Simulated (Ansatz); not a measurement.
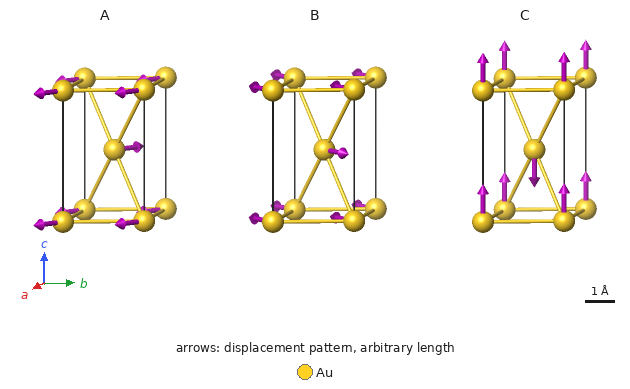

Three modes of solid Au at the zone centre of a doubled cell, in no order. The purple arrows give the relative displacements of the atoms. Style: ball-and-stick. Shown: the cell of the calculation, slightly off an axis.

Theory: DFT PBEsol, scalar-relativistic, plane waves, PAW in Ansatz. (plane-wave cutoff 420 eV; k-point mesh 22 × 22 × 14; occupations gaussian; smearing width 0.15 eV; no spin polarisation)

Q: Order them from the lowest to the highest frequency (imaginary ones first).

A: A (9 cm⁻¹), B (93 cm⁻¹), C (154 cm⁻¹). A, non-degenerate: All motion is along [1 −1 0] of the drawn cell; atoms of one kind move against one another, with no net shift of their sublattice. B, non-degenerate: All motion is along [1 1 0] of the drawn cell; atoms of one kind move against one another, with no net shift of their sublattice. C, non-degenerate: All motion is along c of the drawn cell; atoms of one kind move against one another, with no net shift of their sublattice. The crystal is metallic in this run.
